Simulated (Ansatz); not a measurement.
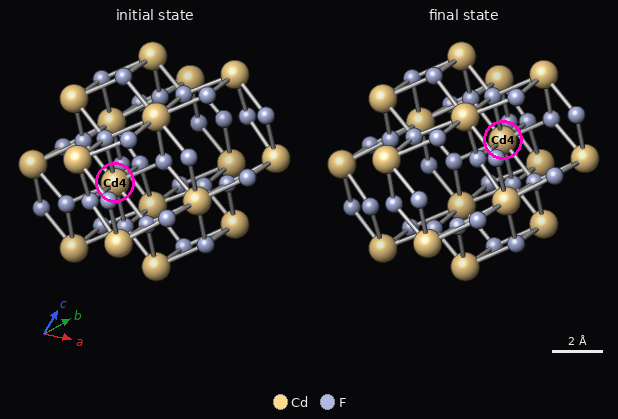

The two relaxed end points of a path for a defect cell of composition Cd7F16 with a Cd vacancy (23 atoms in the cell). A ball-and-stick model of the atoms within 5.5 Å of the middle of the path, seen from a free direction. The moving atom is ringed, with any periodic copies. Bonds to atoms that aren't drawn are left out.

The calculation used DFT, PAW plane waves, PBE in Ansatz 0.2.0.

Settings: plane-wave cutoff 420 eV; k-point mesh 2 × 2 × 2; Fermi-Dirac smearing 0.1 eV; 3 movable images; climbing image; force threshold 0.05 eV/Å; iteration limit 40.

Start:
```
CELL_PARAMETERS angstrom
0.00000 5.39377 5.39377
5.39377 0.00000 5.39377
5.39377 5.39377 0.00000
ATOMIC_POSITIONS crystal
Cd 0.00081 0.99944 0.99957
F 0.13301 0.12191 0.12221
F 0.39973 0.36648 0.36668
Cd 0.00080 0.99943 0.49957
F 0.13377 0.10059 0.63244
F 0.37807 0.36724 0.87707
Cd 0.00081 0.49944 0.99956
F 0.13373 0.63238 0.10082
F 0.37830 0.87683 0.36731
F 0.13377 0.63246 0.63250
F 0.37824 0.87686 0.87687
Cd 0.50081 0.99944 0.99958
F 0.62339 0.12213 0.12213
F 0.86785 0.36645 0.36656
Cd 0.50079 0.99943 0.49958
F 0.62342 0.12204 0.63187
F 0.86790 0.36649 0.89840
Cd 0.50080 0.49944 0.99959
F 0.62340 0.63167 0.12211
F 0.86773 0.89834 0.36671
Cd 0.50082 0.49943 0.49958
F 0.60194 0.63230 0.63253
F 0.86864 0.87682 0.87704
```

End:
```
CELL_PARAMETERS angstrom
0.00000 5.39377 5.39377
5.39377 0.00000 5.39377
5.39377 5.39377 0.00000
ATOMIC_POSITIONS crystal
Cd 0.00057 0.99937 0.99956
F 0.13354 0.13229 0.10067
F 0.37804 0.37679 0.36739
Cd 0.00056 0.49940 0.49957
F 0.13356 0.13238 0.63248
F 0.37789 0.37681 0.87705
Cd 0.00058 0.49939 0.99957
F 0.13278 0.62197 0.12225
F 0.39953 0.86638 0.36658
F 0.13351 0.60052 0.63255
F 0.37798 0.86716 0.87692
Cd 0.50052 0.99939 0.99961
F 0.62313 0.13161 0.12218
F 0.86761 0.39826 0.36657
Cd 0.50058 0.99938 0.49958
F 0.60168 0.13233 0.63263
F 0.86838 0.37675 0.87697
Cd 0.50058 0.49937 0.99958
F 0.62318 0.62202 0.12210
F 0.86755 0.86646 0.36665
Cd 0.50057 0.49937 0.49959
F 0.62318 0.62190 0.63180
F 0.86759 0.86644 0.89851
```

Question: Predict the minimum-energy path and its barrier.

Answer: The barrier is about 2.02 eV in both directions, with image 2 at the top; the ends have the same energy. It is a vacancy jump: a nearby atom moves into the empty site and leaves its own site empty. A Cd atom travels furthest, 3.81 Å from end to end, along +b, on a straight line. At the highest image its nearest neighbour (F) is 1.99 Å away, against 2.29 Å at the start, and the surrounding atoms stand up to 0.55 Å off the mean of their end positions. The band converged in 8 iterations. The largest component of the band force went from 43 to 0.018 eV/Å. The climbing image converged on the top of the path. Its curvatures weren't checked.

Energies of the converged images:

```json
{"image": "0", "path (Å)": "0.00", "E (eV)": "0.000"}
{"image": "1", "path (Å)": "1.20", "E (eV)": "0.724"}
{"image": "2", "path (Å)": "2.40", "E (eV)": "2.016"}
{"image": "3", "path (Å)": "3.60", "E (eV)": "0.724"}
{"image": "4", "path (Å)": "4.80", "E (eV)": "0.000"}
```

The geometry at the top of the path:

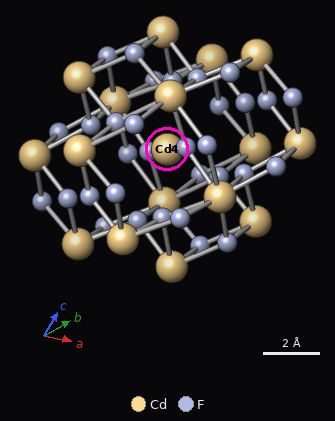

Limits of the set-up: the k-point mesh is coarse for a cell with partly filled bands; the periodic images lie only 7.6 Å apart, so the values are limited by the cell's size.
